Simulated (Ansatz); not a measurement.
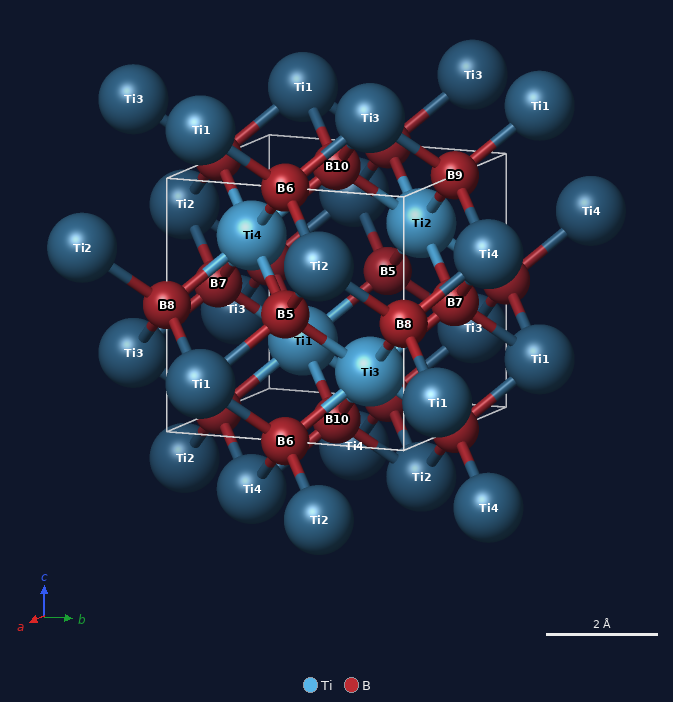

Fig. 1: The input geometry of run 1 (ball-and-stick view of the cell of the calculation, seen slightly off an axis; neighbours outside the cell are drawn fainter; atoms are numbered from 1 in the order of the input). An atom can appear more than once, as a periodic image. Near neighbours in the periodic cell (some may lie outside the picture): Ti has 6 B at 2.03 Å; B has 4 Ti at 2.03 Å.

**What a change does: single-point calculation on Ti$_{2}$B$_{3}$**

System: Ti$_{2}$B$_{3}$ (Pn-3m, 10 atoms in the cell).
Method of run 1: DFT PBE, scalar-relativistic, plane waves, PAW, no spin polarisation (Ansatz 0.2.0).

The structure was made by a generator, so it may or may not be a known phase. Text and figures count atoms from 1; the logs count them from 0 in places.

## Input file, run 1
```yaml
crystal:
  lattice:
    - [4.682187, 0.0, 0.0]
    - [0.0, 4.682187, 0.0]
    - [0.0, 0.0, 4.682187]
  atoms:
    - { symbol: Ti, position: [0.25, 0.25, 0.25] }
    - { symbol: Ti, position: [0.25, 0.75, 0.75] }
    - { symbol: Ti, position: [0.75, 0.75, 0.25] }
    - { symbol: Ti, position: [0.75, 0.25, 0.75] }
    - { symbol: B, position: [0.0, 0.5, 0.5] }
    - { symbol: B, position: [0.0, 0.5, 0.0] }
    - { symbol: B, position: [0.5, 0.0, 0.5] }
    - { symbol: B, position: [0.0, 0.0, 0.5] }
    - { symbol: B, position: [0.5, 0.0, 0.0] }
    - { symbol: B, position: [0.5, 0.5, 0.0] }
basis:
  ecutwfc: 420
kpoints:
  mp_grid: { grid: [4, 4, 4] }
hamiltonian:
  xc: pbe
scf:
  occupations: { method: gaussian, width: 0.1 }
  lower_state_search: "off"
output:
  forces: true
  stress: true
  eigenvalues: true
```

Command:
```bash
ansatz run input.yaml --threads 1 --pin off --max-ram 2560MiB --backend cpu --events-out ev --progress --plain --runs-dir out
```

Hardware: 1 thread of Intel Xeon @ 2.50GHz (Skylake/Cascade Lake), 189 GiB of memory available, shared host.

## Output, shortened to warnings, some set-up lines, iterations and results (run 1)
```
Basis set: ecut = 420 eV, 2007 PW (Γ), exchange–correlation on 64×64×64 points (8 copies of the dense FFT grid, shifted against one another)
Symmetry: 48 space group operations
k-points: 10 of 64
Initial density: superposition of atomic densities (neutral atoms: chi_scale 0, normalization atom), corrected by the library's trained network
[...]
SCF iter   1: F=—  HF=-10924.339938 eV  |F-HF|=—  |Δ(HF+E_count)|=         —  Δρ=6.90e-3  dr2=4.41e-2  ethr=1.77e-3  ⟨swp⟩=4.2  Hψ=1683  notcnv=0
SCF iter   2: F=—  HF=-10924.332503 eV  |F-HF|=—  |Δ(HF+E_count)|=   7.44e-3  Δρ=3.98e-3  dr2=1.70e-2  ethr=6.68e-5  ⟨swp⟩=1.0  Hψ=510  notcnv=0
SCF iter   3: F=—  HF=-10924.329245 eV  |F-HF|=—  |Δ(HF+E_count)|=   3.26e-3  Δρ=6.57e-4  dr2=6.49e-4  ethr=2.57e-5  ⟨swp⟩=2.0  Hψ=493  notcnv=0
SCF iter   4: F=—  HF=-10924.329149 eV  |F-HF|=—  |Δ(HF+E_count)|=   9.55e-5  Δρ=1.86e-4  dr2=3.49e-5  ethr=9.83e-7  ⟨swp⟩=2.1  Hψ=514  notcnv=0
SCF iter   5: F=—  HF=-10924.329324 eV  |F-HF|=—  |Δ(HF+E_count)|=   1.75e-4  Δρ=5.49e-5  dr2=2.68e-6  ethr=5.28e-8  ⟨swp⟩=2.2  Hψ=584  notcnv=0
SCF iter   6: F=-10924.329324 eV  HF=-10924.329324 eV  |F-HF|=8.93e-9  |Δ(HF+E_count)|=   4.59e-7  Δρ=9.16e-6  dr2=6.36e-8  ethr=1.52e-10  ⟨swp⟩=5.4  Hψ=1922  notcnv=0
SCF 1 converged in 6 iterations: F = -10924.329324 eV  dr2 = 6.36e-8
SCF converged after 6 iterations
Free energy (F): -10924.329324 eV
Harris-Foulkes:  -10924.329324 eV  (|F-HF|=8.93e-9)
Internal energy: -10924.302444 eV  (E = F + TS)
E sigma→0 (E₀):  -10924.315884 eV
Entropy (-TS):   -0.026879 eV (-2.688 meV/atom)
Fermi energy:    12.473138 eV
--- Per-component energies (eV) ---
  E_band       = -527.368660
  E_kinetic    = 1411.473147
  E_local      = -3749.292416  (includes V_loc(G=0)·N_el)
  E_nonlocal   = 115.913986
  E_hartree    = 1566.762144
  E_xc         = -591.911022
  E_vxc        = -729.167479  (∫ρ·V_xc dr)
  E_paw        = -4668.776419  (= ΣΔE_a)
  E_vpaw       = -709.814877  (= ΣTr[D̂ρ^β])
  E_aug_tail   = 0.000447  (compensation charges beyond the density's cutoff)
  E_ewald      = -5008.472311
  E_smearing   = -0.026879  (= −TS)
  E_closure    = -0.000000  (closes the sum)
  Σ components = -10924.329324   (vs F -10924.329324, Δ=0.00e0)
--- Forces (eV/Å), atoms counted from 1 ---
  atom   1  Ti     0.00000000    -0.00000000     0.00000000
  atom   2  Ti     0.00000000    -0.00000000    -0.00000000
  atom   3  Ti     0.00000000    -0.00000000    -0.00000000
  atom   4  Ti     0.00000000    -0.00000000     0.00000000
  atom   5  B     -0.00000000     0.00000000    -0.00000000
  atom   6  B      0.00000000    -0.00000000    -0.00000000
  atom   7  B      0.00000000    -0.00000000     0.00000000
  atom   8  B      0.00000000     0.00000000     0.00000000
  atom   9  B     -0.00000000     0.00000000     0.00000000
  atom  10  B      0.00000000     0.00000000     0.00000000
  max |Σ_I F_I| component: 6.94e-18 eV/Å
--- Stress (GPa, compression-positive) ---
       42.646186       0.000000       0.000000
        0.000000      42.646186       0.000000
        0.000000       0.000000      42.646186
  P = ⅓ Tr σ = 42.6462 GPa (426.462 kbar)
```

For run 2 the input was changed thus:
```diff
-    - [4.682187, 0.0, 0.0]
-    - [0.0, 4.682187, 0.0]
-    - [0.0, 0.0, 4.682187]
+    - [5.0483600617, 0.0, 0.0]
+    - [0.0, 5.0483600617, 0.0]
+    - [0.0, 0.0, 5.0483600617]
-    - { symbol: Ti, position: [0.25, 0.25, 0.25] }
-    - { symbol: Ti, position: [0.25, 0.75, 0.75] }
-    - { symbol: Ti, position: [0.75, 0.75, 0.25] }
-    - { symbol: Ti, position: [0.75, 0.25, 0.75] }
+    - { symbol: Ti, position: [0.25, 0.25, 0.25], spin: 1.0 }
+    - { symbol: Ti, position: [0.25, 0.75, 0.75], spin: 1.0 }
+    - { symbol: Ti, position: [0.75, 0.75, 0.25], spin: 1.0 }
+    - { symbol: Ti, position: [0.75, 0.25, 0.75], spin: 1.0 }
+  populations: true
+magnetization:
+  spin_polarized: true
```

How does run 2 compare with run 1?

With the same functional and potentials, run 2 lies 291.1 meV per atom lower. The pressure goes from 42.65 to 0.04 GPa. The volume per atom goes from 10.26 to 12.87 Å³. With spin allowed, the absolute moment of the cell comes to 0.00 μB. The SCF takes 15 iterations against 6. The plane waves at Γ go from 2007 to 2517. On the same kind of shared host run 2 took about 4.9 times as long. The two runs start from different initial densities, which also moves the count.

## Output, shortened to warnings, some set-up lines, iterations and results (run 2)
```
WARN: the starting moments were not kept: the SCF closed with an absolute magnetisation of 1.8e-5 μB, where they sum to 4 μB in size (4 sites). That is at most 0.1 of that sum. Measured as dr2_m measures the in/out step, that magnetisation stands 1.7e-11 eV from none, at or under the dr2_threshold of 1.0e-7 eV: it is no larger than a step whose dr2_m would equal this threshold. The system may …
Basis set: ecut = 420 eV, 2517 PW (Γ), exchange–correlation on 72×72×72 points (8 copies of the dense FFT grid, shifted against one another)
Symmetry: 48 space group operations
k-points: 10 of 64
Initial density: superposition of atomic densities (chi_scale 0.1, normalization cell)
[...]
SCF iter   1: F=—  HF=-10930.139654 eV  |F-HF|=—  |Δ(HF+E_count)|=         —  Δρ=7.97e-2 (↑7.97e-2 ↓3.31e-2)  dr2=1.53e1  dr2_m=2.00e0  M=0.957 μB ∫|m|=0.957 μB  β_m=0.30  …
SCF iter   2: F=—  HF=-10927.713519 eV  |F-HF|=—  |Δ(HF+E_count)|=    2.43e0  Δρ=4.44e-2 (↑4.44e-2 ↓2.70e-2)  dr2=3.81e0  dr2_m=9.97e-1  M=0.856 μB ∫|m|=0.870 μB  β_m=0.30  …
SCF iter   3: F=—  HF=-10927.168872 eV  |F-HF|=—  |Δ(HF+E_count)|=   5.45e-1  Δρ=2.76e-2 (↑1.75e-2 ↓2.76e-2)  dr2=6.34e-1  dr2_m=4.86e-1  M=0.820 μB ∫|m|=0.838 μB  β_m=0.30  …
SCF iter   4: F=—  HF=-10927.241130 eV  |F-HF|=—  |Δ(HF+E_count)|=   7.23e-2  Δρ=2.62e-2 (↑2.62e-2 ↓9.24e-3)  dr2=5.03e-1  dr2_m=3.30e-1  M=0.576 μB ∫|m|=0.601 μB  β_m=0.30  …
SCF iter   5: F=—  HF=-10927.171197 eV  |F-HF|=—  |Δ(HF+E_count)|=   6.99e-2  Δρ=1.29e-2 (↑1.20e-2 ↓1.29e-2)  dr2=2.55e-2  dr2_m=1.77e-1  M=0.517 μB ∫|m|=0.544 μB  β_m=0.30  …
[... 6 lines ...]
SCF iter  12: F=—  HF=-10927.240181 eV  |F-HF|=—  |Δ(HF+E_count)|=   1.08e-4  Δρ=5.57e-5 (↑4.97e-5 ↓5.57e-5)  dr2=7.58e-7  dr2_m=3.14e-6  M=0.010 μB ∫|m|=0.012 μB  β_m=0.95  …
SCF iter  13: F=—  HF=-10927.240193 eV  |F-HF|=—  |Δ(HF+E_count)|=   1.18e-5  Δρ=1.22e-5 (↑1.22e-5 ↓6.14e-6)  dr2=1.54e-7  dr2_m=7.77e-8  M=0.000 μB ∫|m|=0.001 μB  β_m=0.97  …
SCF iter  14: F=-10927.240193 eV  HF=-10927.240193 eV  |F-HF|=3.95e-10  |Δ(HF+E_count)|=   1.51e-7  Δρ=7.50e-7 (↑7.06e-7 ↓7.50e-7)  dr2=2.40e-9  dr2_m=3.16e-10  M=-0.000 μB …
SCF iter  15: F=-10927.240193 eV  HF=-10927.240193 eV  |F-HF|=4.73e-11  |Δ(HF+E_count)|=   1.04e-9  Δρ=2.62e-7 (↑2.62e-7 ↓1.78e-7)  dr2=3.56e-10  dr2_m=1.21e-11  M=0.000 μB …
SCF 1 converged in 15 iterations: F = -10927.240193 eV  dr2 = 3.56e-10
SCF converged after 15 iterations
Magnetization: 0.0000 μB (33.0000 up, 33.0000 down)
Absolute magnetization: 0.0000 μB (∫|ρ↑−ρ↓|, with the PAW one-centre terms)
Spin contamination: 0.0000 ħ² per cell (⟨S²⟩ above its minimum at these occupations)
Per-site moments (μB) at R_I (Å): [(1.4415791771427382e-6, 0.901726662557114), (1.4415791770739435e-6, 0.901726662557114), (1.4415791771610447e-6, 0.901726662557114), (1.4415791772243892e-6, 0.901726662557114), (8.985792513750904e-7, 0.901726662557114), (8.985792512703897e-7, 0.901726662557114), …
Free energy (F): -10927.240193 eV
Harris-Foulkes:  -10927.240193 eV  (|F-HF|=4.73e-11)
Internal energy: -10927.209830 eV  (E = F + TS)
E sigma→0 (E₀):  -10927.225012 eV
Entropy (-TS):   -0.030363 eV (-3.036 meV/atom)
Fermi energy:    9.338540 eV
--- Per-component energies (eV) ---
  E_band       = -734.305347
  E_kinetic    = 1356.242039
  E_local      = -4228.238601  (includes V_loc(G=0)·N_el)
  E_nonlocal   = 109.622258
  E_hartree    = 1717.222134
  E_xc         = -575.111468
  E_vxc        = -706.761260  (∫ρ·V_xc dr)
  E_paw        = -4661.754163  (= ΣΔE_a)
  E_vpaw       = -699.615394  (= ΣTr[D̂ρ^β])
  E_aug_tail   = 0.000401  (compensation charges beyond the density's cutoff)
  E_ewald      = -4645.192431
  E_smearing   = -0.030363  (= −TS)
  E_closure    = -0.000000  (closes the sum)
  Σ components = -10927.240193   (vs F -10927.240193, Δ=0.00e0)
--- Forces (eV/Å), atoms counted from 1 ---
  atom   1  Ti     0.00000000    -0.00000000     0.00000000
  atom   2  Ti     0.00000000    -0.00000000     0.00000000
  atom   3  Ti     0.00000000    -0.00000000    -0.00000000
  atom   4  Ti     0.00000000    -0.00000000    -0.00000000
  atom   5  B     -0.00000000     0.00000000    -0.00000000
  atom   6  B      0.00000000    -0.00000000    -0.00000000
  atom   7  B      0.00000000     0.00000000     0.00000000
  atom   8  B      0.00000000     0.00000000    -0.00000000
  atom   9  B      0.00000000     0.00000000     0.00000000
  atom  10  B      0.00000000     0.00000000     0.00000000
  max |Σ_I F_I| component: 2.89e-19 eV/Å
--- Stress (GPa, compression-positive) ---
        0.041127      -0.000000       0.000000
        0.000000       0.041127       0.000000
        0.000000       0.000000       0.041127
  P = ⅓ Tr σ = 0.0411 GPa (0.411 kbar)
--- Löwdin populations: 10 sites ---
  site symbol       q [e]    m [muB]
     0     Ti     11.1957     0.0000
     1     Ti     11.1957     0.0000
     2     Ti     11.1957     0.0000
     3     Ti     11.1957     0.0000
     4      B      3.5074     0.0000
[...]
```

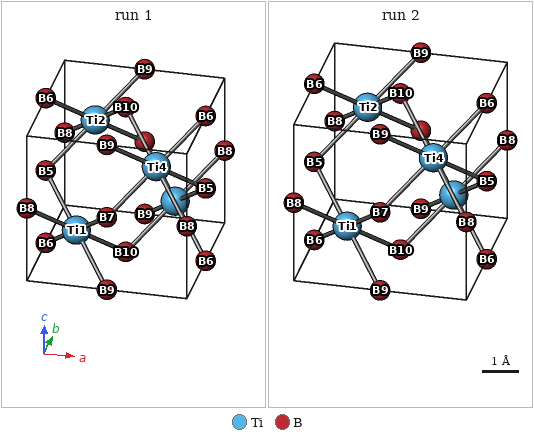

Fig. 2: The two input geometries at one scale (ball-and-stick view of the cell of the calculation, seen at an oblique angle). No atom moves by more than 0.005 Å relative to the cell. The drawn cell changes as follows: a = b = c 4.682 → 5.048 Å (+7.8 %); the volume changes by +25.3 %. Among the contacts that change: B–Ti 2.027 → 2.186 Å.

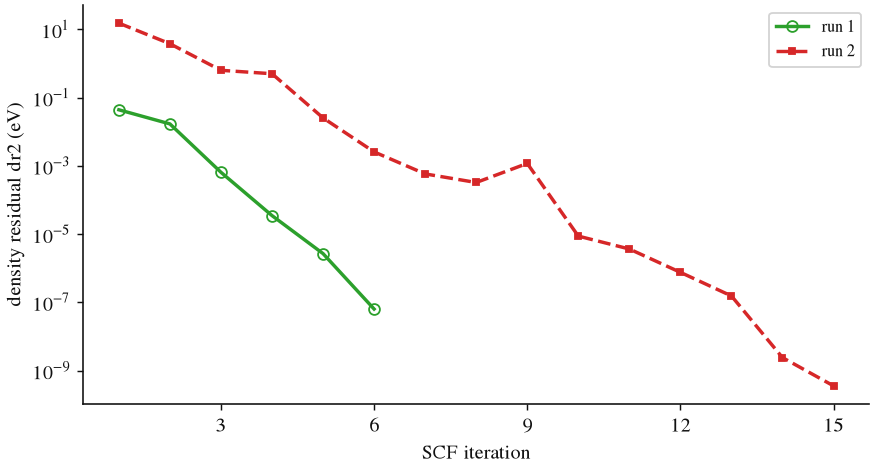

Fig. 3: Convergence of the two runs: density residual dr2 against the SCF iteration. Run 1 takes 6 iterations in all, and run 2 takes 15.

## The two runs side by side

| quantity | run 1 | run 2 |
| --- | --- | --- |
| outcome | converged | converged |
| free energy per atom (eV) | −1092.4329 | −1092.7240 |
| energy per atom, smearing taken to zero (eV) | −1092.4316 | −1092.7225 |
| gap on the mesh (eV) | 0.00 | 0.00 |
| pressure (GPa) | 42.65 | 0.04 |
| volume per atom (Å³) | 10.26 | 12.87 |
| largest force (eV/Å) | 0.000 | 0.000 |
| SCF iterations | 6 | 15 |
| irreducible k-points | 10 | 10 |
| plane waves at Γ | 2007 | 2517 |
| net moment of the cell (μB) | – | 0.00 |
| absolute moment of the cell (μB) | – | 0.00 |
| wall time (shared host) | 5.8 s | 28 s |

For run 1: The cell is under a pressure of 43 GPa at this level, so it is not at its equilibrium volume. For run 2: Warnings: some starting moments were not kept.
